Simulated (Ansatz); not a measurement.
## Run report: Al₁₇N₁₅ (charge −1), geometry relaxation (part 3 of 3)

Al₁₇N₁₅ (defect cell, 32 atoms in the cell, total charge −1); DFT PBE, scalar-relativistic, plane waves, PAW, spin-polarised (Ansatz 0.2.0); cutoff 420 eV, 2×2×2 k-mesh, Gaussian smearing of 0.01 eV, collinear spins. The structure derives from a Materials Project entry. It belongs to a series of runs on one base structure; here: Al on a N site (c), charge -1, atoms relaxed at the host's cell.

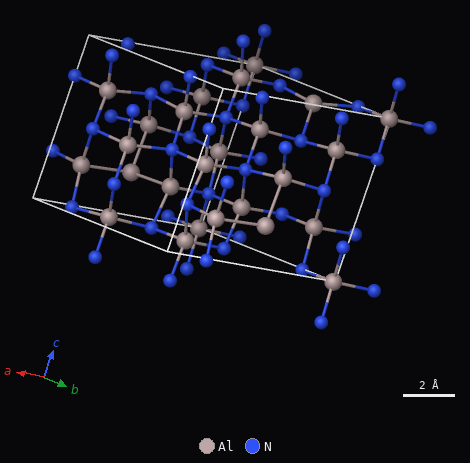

**Figure 1.** The geometry at step 3 of the log (ball-and-stick view of the cell of the calculation, seen at an oblique angle; bonded neighbours outside the cell are drawn too).

## The program's output, continued
```
  k-point 2 ↑: bands = ["-7.8271", "-6.9353", "-6.8236", "-6.8228", "-6.6246", "-6.2216", "-6.1518", "-6.1514", "-6.1400", "-5.8235", "-5.7795", "-5.6583", "-5.6578", "-5.6011", "-5.4259", "1.1685", "1.2608", "1.6618", "1.6620", "1.9511", "2.1819", "2.1822", "2.4350", "2.4353", "2.4533", "2.6373", "3.0554", "3.1434", "3.1438", "3.2379", "3.3092", "3.6455", "3.8592", "3.8596", "4.4434", "4.5137", "4.5138", "4.6054", "4.8425", "5.0462", "5.0469", "5.0712", "5.0868", "5.2809", "5.2813", "5.3507", "5.4415", "5.5537", "5.5541", "5.5599", "5.8891", "5.9294", "5.9297", "6.1116", "6.2096", "6.2099", "6.2495", "6.3625", "6.3626", "6.4689", "6.7644", "9.0615", "9.4707", "9.4720", "10.4338", "11.2265", "11.2828", "12.4640", "12.4661", "12.7649", "13.2475", "13.7176", "13.8158", "13.8413", "13.8447", "14.0559", "14.0972", "14.4972", "14.5744", "14.5769", "15.2492", "15.4458", "15.5683", "15.5687", "15.8880", "15.8892", "16.3602", "16.4144", "16.6196", "16.6206", "16.7896", "16.7899", "16.9131", "16.9687", "16.9988", "17.0514"]
  k-point 3 ↓: bands = ["-7.8052", "-6.9596", "-6.8089", "-6.7532", "-6.6002", "-6.2109", "-6.1387", "-6.1250", "-6.1100", "-5.7978", "-5.7783", "-5.6367", "-5.5926", "-5.5602", "-5.4286", "1.1804", "1.3930", "1.6737", "1.7099", "2.0704", "2.1868", "2.2008", "2.4321", "2.4493", "2.4728", "2.6731", "3.1388", "3.1547", "3.1641", "3.2219", "3.3446", "3.6850", "3.8433", "3.9107", "4.5226", "4.5590", "4.5759", "4.6285", "4.9978", "5.0404", "5.0745", "5.0950", "5.1716", "5.2442", "5.2783", "5.3497", "5.5075", "5.5828", "5.5872", "5.6013", "5.9310", "5.9386", "5.9587", "6.1047", "6.1869", "6.2260", "6.2435", "6.3865", "6.4110", "6.4964", "6.9441", "9.3122", "9.6128", "10.1187", "10.4789", "11.3089", "11.4737", "12.4534", "12.4949", "12.8525", "13.3144", "13.6927", "13.8247", "13.8648", "14.0032", "14.0222", "14.2765", "14.5483", "14.6225", "14.6994", "15.4147", "15.5077", "15.5697", "15.6429", "15.9296", "16.0231", "16.4039", "16.4762", "16.4948", "16.6148", "16.8917", "16.9227", "16.9373", "17.0557", "17.0824", "17.1709"]
--- Relaxed structure (5 steps of the walk, 5 accepted, 0 SCFs on fresh bases) ---
  F+E_penalty+E_count = -14919.96306601 eV   max|allowed force component| = 4.173e-3 eV/Å
  atoms:
    - { symbol: Al, position: [0.5088198997459826, 0.3021484910477012, 0.2592480045497215] }
    - { symbol: Al, position: [0.26033907863514244, 0.25148825172678607, 0.5026380679759344] }
    - { symbol: Al, position: [-0.010948872390909747, 0.23598101556838535, 0.7398649188097872] }
    - { symbol: Al, position: [0.7924851955182999, 0.00010843012840161537, 0.24145434551260858] }
    - { symbol: Al, position: [0.7520043789902899, 0.2516720584073878, 0.011278089500607075] }
    - { symbol: Al, position: [0.49101036601133635, 0.00014100678059050797, 0.544082223638596] }
    - { symbol: Al, position: [0.2462399334258622, -0.00017122631778798691, 0.7609775269204122] }
    - { symbol: Al, position: [0.008705025600959204, 0.7483145132045514, 0.25101042478743946] }
    - { symbol: Al, position: [1.010134583403799, 0.99985597045626, 0.9970548918036558] }
    - { symbol: Al, position: [0.7529729193336605, 0.7638581403585709, 0.5037543253521178] }
    - { symbol: Al, position: [0.5001827139699783, 0.7481141834843106, 0.7593925554593364] }
    - { symbol: Al, position: [0.2473513786224726, 0.5084149168844097, 0.2497251449857719] }
    - { symbol: Al, position: [0.20622560379132593, 0.6975717934970346, -0.04338779106760174] }
    - { symbol: Al, position: [-0.009505417847766765, 0.4913527103001412, 0.4894223205981465] }
    - { symbol: Al, position: [0.7387718880226501, 0.49131048163148483, 0.7412361589379213] }
    - { symbol: Al, position: [0.49895729282455514, 0.5083183934920462, -0.0020404697924391226] }
    - { symbol: Al, position: [0.49883148789674353, -0.00042762139934755805, 0.2504014929231666] }
    - { symbol: N, position: [0.2367115016871118, -8.915763675321209e-5, 0.5141073925528403] }
    - { symbol: N, position: [-0.0004040546058521888, -0.00010977868127637347, 0.7504333564044059] }
    - { symbol: N, position: [0.75965060019643, 0.7444249268727469, 0.25021592217662614] }
    - { symbol: N, position: [0.7631697440529936, -0.00010915923660892446, -0.012420517083534033] }
    - { symbol: N, position: [0.4995419279844503, 0.744163643223259, 0.5106533957114568] }
    - { symbol: N, position: [0.23922900397993915, 0.7393088208087922, 0.7339956051665434] }
    - { symbol: N, position: [-0.00036287641195519027, 0.4999673082093709, 0.2503415618702272] }
    - { symbol: N, position: [-0.016395869633248072, 0.7394838499660522, -0.009939107581565298] }
    - { symbol: N, position: [0.7625463166674373, 0.5264252714637018, 0.5132186132900465] }
    - { symbol: N, position: [0.49954742643868233, 0.4998217651051873, 0.7502869043327676] }
    - { symbol: N, position: [0.24418747437329114, 0.2601632087806276, 0.25045690244328295] }
    - { symbol: N, position: [0.23603591154951145, 0.4734074305408914, -0.013311854045392202] }
    - { symbol: N, position: [0.015366843090440174, 0.25548571768473377, 0.5058467977679831] }
    - { symbol: N, position: [0.7554483921115106, 0.2557976376271418, 0.7667087020941308] }
    - { symbol: N, position: [0.499765615864876, 0.2602770610212072, -0.0052236450950014085] }
--- Löwdin populations: 32 sites ---
  site symbol       q [e]    m [muB]
     0     Al      2.2121     0.0592
     1     Al      1.9383     0.0020
     2     Al      1.9327     0.0040
     3     Al      2.2116     0.0609
     4     Al      1.9382     0.0016
     5     Al      2.2155     0.0520
     6     Al      1.9326     0.0041
     7     Al      1.9381     0.0023
     8     Al      1.9331     0.0040
     9     Al      1.9330     0.0040
    10     Al      1.9380     0.0018
    11     Al      1.9380     0.0023
    12     Al      2.2147     0.0534
    13     Al      1.9383     0.0016
    14     Al      1.9381     0.0020
    15     Al      1.9382     0.0019
    16     Al      3.5110     0.4465
    17      N      6.0266    -0.0038
    18      N      6.0626     0.0043
    19      N      6.0077     0.0348
    20      N      6.0267    -0.0031
    21      N      6.0084     0.0324
    22      N      6.0091     0.0311
    23      N      6.0508     0.0090
    24      N      6.0081     0.0333
    25      N      6.0267    -0.0033
    26      N      6.0508     0.0090
    27      N      6.0076     0.0349
    28      N      6.0266    -0.0037
    29      N      6.0083     0.0334
    30      N      6.0090     0.0311
    31      N      6.0086     0.0327
  spilling = 0.008354 (of n_electrons = 127.000000)
```

## File populations.tsv
```
# site	symbol	l	j	q_up	q_dn
# orbitals = lowdin
# n_electrons = 127.000000
# spilling = 0.008354
0	Al	0_3S	-	0.301073	0.293305
0	Al	1_3P	-	0.834571	0.783138
1	Al	0_3S	-	0.281588	0.280539
1	Al	1_3P	-	0.688553	0.687607
2	Al	0_3S	-	0.279927	0.279612
2	Al	1_3P	-	0.688455	0.684745
3	Al	0_3S	-	0.301414	0.293276
3	Al	1_3P	-	0.834831	0.782046
4	Al	0_3S	-	0.281332	0.280450
4	Al	1_3P	-	0.688573	0.687878
5	Al	0_3S	-	0.300457	0.293955
5	Al	1_3P	-	0.833292	0.787800
6	Al	0_3S	-	0.279917	0.279617
6	Al	1_3P	-	0.688460	0.684648
7	Al	0_3S	-	0.281678	0.280575
7	Al	1_3P	-	0.688483	0.687328
8	Al	0_3S	-	0.280015	0.279638
8	Al	1_3P	-	0.688512	0.684907
9	Al	0_3S	-	0.279975	0.279611
9	Al	1_3P	-	0.688487	0.684893
10	Al	0_3S	-	0.281432	0.280498
10	Al	1_3P	-	0.688500	0.687588
11	Al	0_3S	-	0.281638	0.280548
11	Al	1_3P	-	0.688478	0.687314
12	Al	0_3S	-	0.300543	0.293803
12	Al	1_3P	-	0.833519	0.786826
13	Al	0_3S	-	0.281340	0.280445
13	Al	1_3P	-	0.688588	0.687902
14	Al	0_3S	-	0.281486	0.280512
14	Al	1_3P	-	0.688523	0.687542
15	Al	0_3S	-	0.281502	0.280494
15	Al	1_3P	-	0.688541	0.687664
16	Al	0_3S	-	0.417628	0.408582
16	Al	1_3P	-	1.561128	1.123642
17	N	0_2S	-	0.703772	0.704941
17	N	1_2P	-	2.307617	2.310255
18	N	0_2S	-	0.694427	0.693412
18	N	1_2P	-	2.339015	2.335755
19	N	0_2S	-	0.710638	0.705033
19	N	1_2P	-	2.310616	2.281434
20	N	0_2S	-	0.703789	0.704915
20	N	1_2P	-	2.307982	2.309994
21	N	0_2S	-	0.710355	0.705198
21	N	1_2P	-	2.310063	2.282789
22	N	0_2S	-	0.710166	0.705282
22	N	1_2P	-	2.309955	2.283697
23	N	0_2S	-	0.697573	0.696043
23	N	1_2P	-	2.332326	2.324843
24	N	0_2S	-	0.710507	0.705180
24	N	1_2P	-	2.310188	2.282182
25	N	0_2S	-	0.703785	0.704926
25	N	1_2P	-	2.307907	2.310078
26	N	0_2S	-	0.697577	0.696047
26	N	1_2P	-	2.332311	2.324820
27	N	0_2S	-	0.710691	0.705064
27	N	1_2P	-	2.310574	2.281280
28	N	0_2S	-	0.703725	0.704891
28	N	1_2P	-	2.307731	2.310295
29	N	0_2S	-	0.710453	0.705144
29	N	1_2P	-	2.310396	2.282351
30	N	0_2S	-	0.710160	0.705289
30	N	1_2P	-	2.309890	2.283710
31	N	0_2S	-	0.710358	0.705185
31	N	1_2P	-	2.310293	2.282800
```

## Trajectory as extended XYZ (Å, eV, eV/Å), 3 of the 5 frames kept, from step=1 to step=5
```
32
Lattice="-4.4032 4.4032 -4.4032 4.4032 -4.4032 -4.4032 -4.4032 -4.4032 4.4032" Properties=species:S:1:pos:R:3:forces:R:3 step=1 energy=-14919.75325
Al   -2.0709   -0.2569   -2.4833    0.1069   0.9214   0.9198
Al   -2.2542   -2.1837   -0.0376    0.0143   0.2267  -0.0521
Al   -2.1749   -4.3394    2.2647    0.2001  -0.0195   0.0318
Al   -4.5427    2.4407   -2.4659    0.2967  -0.8363   0.7872
Al   -2.2388    2.1690   -4.3883    0.0171  -0.0420   0.0137
Al   -4.5742   -0.2456    0.2881    0.6577   0.6016  -0.8876
Al   -4.4306   -2.2701    2.2657   -0.2091  -0.0163   0.0493
Al    2.1646   -4.3746   -2.2093   -0.0116  -0.0039  -0.0647
Al   -4.4303   -4.3392   -4.4605   -0.2341  -0.0254  -0.0924
Al   -2.1744   -2.2705   -4.4615    0.2086  -0.0134  -0.1251
Al   -2.2542   -4.4241   -2.1578   -0.0192  -0.2104   0.1467
Al    0.0372   -2.2344   -2.2095    0.0138   0.0300  -0.0280
Al    2.3558   -1.9662   -4.1273   -0.3098  -0.4013  -0.5718
Al    0.0363   -4.3749    0.0146   -0.0605   0.0433  -0.0052
Al   -4.3511   -2.1837   -2.1581   -0.0411   0.1817   0.1344
Al    0.0525   -0.0210   -4.4410   -0.0108  -0.2000  -0.0400
Al   -3.2792    1.0907   -1.0775   -0.3591  -0.1073  -0.1742
N    -3.2949   -1.2176    1.2241   -0.0745  -0.2872   0.3702
N    -3.3026   -3.3051    3.3052    0.0127   0.0057   0.0363
N    -1.1314   -1.0675   -5.5178   -0.5441   0.4870  -0.0185
N    -3.2950    3.4152   -3.4182    0.0411   0.3285  -0.3886
N    -1.1627   -3.3133   -3.2276   -0.3548  -0.0231   0.3550
N    -1.0716   -5.4717   -1.0805    0.6521   0.5886   0.0173
N     1.1006   -3.3046   -1.0973    0.0046  -0.0129   0.0094
N     3.3638   -3.2954   -3.2277    0.3260   0.0851   0.3541
N    -3.3102   -1.2185   -3.4199   -0.1937  -0.4698  -0.5341
N    -3.3025   -3.3039   -1.0979    0.0072   0.0013  -0.0235
N    -1.0698   -1.1381   -1.1149    0.5035  -0.5071  -0.1016
N     1.0929   -0.9885   -3.1803    0.0376   0.2752   0.3486
N    -1.1631   -3.2952    1.0323   -0.1645   0.1442  -0.2275
N    -5.5344   -1.1371   -1.0803   -0.6477  -0.5555   0.0181
N    -1.0385    1.0898   -3.3712    0.1345  -0.1889  -0.2571
32
Lattice="-4.4032 4.4032 -4.4032 4.4032 -4.4032 -4.4032 -4.4032 -4.4032 4.4032" Properties=species:S:1:pos:R:3:forces:R:3 step=3 energy=-14919.96080
Al   -2.0584   -0.2353   -2.4341    0.1570   0.0740   0.0770
Al   -2.2524   -2.1727   -0.0405    0.0069  -0.0031   0.0082
Al   -2.1698   -4.3430    2.2667   -0.0144  -0.0293  -0.0090
Al   -4.5468    2.4245   -2.4250   -0.0711  -0.0256   0.0096
Al   -2.2539    2.1526   -4.3678    0.0165   0.0355  -0.0448
Al   -4.5590   -0.2323    0.2347    0.0175  -0.0302  -0.0233
Al   -4.4378   -2.2678    2.2673    0.0193   0.0350  -0.0111
Al    2.1509   -4.3615   -2.2307    0.0157  -0.0167   0.0379
Al   -4.4381   -4.3437   -4.4615    0.0221  -0.0208   0.0307
Al   -2.1683   -2.2688   -4.4639   -0.0190   0.0310   0.0401
Al   -2.2536   -4.4368   -2.1506    0.0195   0.0051  -0.0268
Al    0.0507   -2.2492   -2.2303   -0.0177   0.0083   0.0291
Al    2.3555   -1.9717   -4.1684    0.0218  -0.0024  -0.0223
Al    0.0509   -4.3584    0.0352   -0.0059  -0.0378  -0.0393
Al   -4.3523   -2.1723   -2.1499   -0.0055   0.0039  -0.0247
Al    0.0503   -0.0325   -4.4447   -0.0090  -0.0014   0.0046
Al   -3.2963    1.0936   -1.0895   -0.0171   0.0061  -0.0015
N    -3.3090   -1.2201    1.2209    0.0164  -0.0227   0.0182
N    -3.3038   -3.3060    3.3063   -0.0019  -0.0013  -0.0095
N    -1.1681   -1.0364   -5.5218    0.0012   0.0214  -0.0171
N    -3.3091    3.4148   -3.4135    0.0421   0.0393  -0.0334
N    -1.1715   -3.3279   -3.2283   -0.0243   0.0344   0.0249
N    -1.0300   -5.4350   -1.0761    0.0080   0.0216   0.0165
N     1.1010   -3.3053   -1.0984   -0.0009   0.0029   0.0047
N     3.3732   -3.2818   -3.2263    0.0006  -0.0206  -0.0004
N    -3.2959   -1.2196   -3.4157   -0.0985  -0.0779  -0.0723
N    -3.3022   -3.3044   -1.0962   -0.0018  -0.0007   0.0070
N    -1.0327   -1.1723   -1.1187   -0.0199  -0.0067  -0.0371
N     1.1056   -0.9871   -3.1838   -0.0245   0.0308   0.0242
N    -1.1701   -3.2837    1.0347    0.0134   0.0173   0.0110
N    -5.5758   -1.1727   -1.0760   -0.0203  -0.0326   0.0128
N    -1.0318    1.0775   -3.3706   -0.0263  -0.0368   0.0163
32
Lattice="-4.4032 4.4032 -4.4032 4.4032 -4.4032 -4.4032 -4.4032 -4.4032 4.4032" Properties=species:S:1:pos:R:3:forces:R:3 step=5 energy=-14919.96307
Al   -2.0515   -0.2315   -2.4293    0.0033   0.0003   0.0009
Al   -2.2522   -2.1742   -0.0405   -0.0010  -0.0016  -0.0017
Al   -2.1705   -4.3450    2.2669   -0.0006   0.0005   0.0004
Al   -4.5521    2.4258   -2.4268   -0.0014   0.0031  -0.0031
Al   -2.2527    2.1534   -4.3697    0.0000  -0.0002   0.0008
Al   -4.5571   -0.2343    0.2331    0.0022  -0.0015   0.0035
Al   -4.4357   -2.2657    2.2672    0.0015  -0.0001   0.0006
Al    2.1514   -4.3619   -2.2280    0.0003   0.0014   0.0008
Al   -4.4355   -4.3449   -4.4601    0.0021   0.0021   0.0009
Al   -2.1702   -2.2660   -4.4608   -0.0002  -0.0014   0.0016
Al   -2.2521   -4.4354   -2.1527   -0.0006   0.0000   0.0000
Al    0.0499   -2.2491   -2.2282    0.0007  -0.0015  -0.0020
Al    2.3545   -1.9724   -4.1706   -0.0011  -0.0015   0.0017
Al    0.0504   -4.3604    0.0334    0.0024  -0.0012   0.0014
Al   -4.3534   -2.1742   -2.1525    0.0030   0.0003  -0.0014
Al    0.0502   -0.0322   -4.4442    0.0025  -0.0015  -0.0016
Al   -3.3009    1.0958   -1.0920   -0.0042   0.0019  -0.0018
N    -3.3064   -1.2210    1.2218   -0.0015   0.0024  -0.0018
N    -3.3030   -3.3056    3.3066   -0.0002   0.0003  -0.0010
N    -1.1688   -1.0347   -5.5210    0.0003  -0.0011  -0.0009
N    -3.3062    3.4155   -3.4146   -0.0005  -0.0017   0.0016
N    -1.1714   -3.3256   -3.2278   -0.0002  -0.0007  -0.0003
N    -1.0300   -5.4338   -1.0768   -0.0019  -0.0037   0.0002
N     1.1007   -3.3053   -1.0975   -0.0013   0.0002  -0.0004
N     3.3720   -3.2845   -3.2276   -0.0022  -0.0004  -0.0033
N    -3.2995   -1.2201   -3.4158    0.0001   0.0016   0.0025
N    -3.3024   -3.3049   -1.0968   -0.0014   0.0006   0.0007
N    -1.0325   -1.1731   -1.1179   -0.0037   0.0017  -0.0002
N     1.1038   -0.9866   -3.1824    0.0026   0.0003   0.0018
N    -1.1700   -3.2846    1.0347    0.0006   0.0013  -0.0006
N    -5.5760   -1.1759   -1.0767    0.0019   0.0011   0.0011
N    -1.0315    1.0775   -3.3696   -0.0013  -0.0012  -0.0006
```

## Results in brief

| quantity | value |
| --- | --- |
| outcome | converged |
| electrons treated | 127 |
| free energy | −14919.9631 eV |
| Fermi energy | 9.692 eV |
| gap on the k-point mesh | 0.16 eV |
| net moment of the cell | 1.00 μB |
| integrated absolute moment | 1.17 μB |
| final volume | 341.47 Å³ |
| largest force (length of the vector) at the end | 0.005 eV/Å |
| hardware | 4 threads of Arm Neoverse V1, 24 GiB of memory available, shared host |
| wall time | 84 s (CPU time 5.5 min) |
| peak memory | 1 GiB |

The cell is charged and computed with a neutralising background, so its energy and pressure depend on the cell and aren't those of a real crystal. So coarse a mesh can miss the band edges, so the true gap of this method can be much smaller, or zero. The k-point mesh is coarse for a cell of this size, so the results may not be converged.
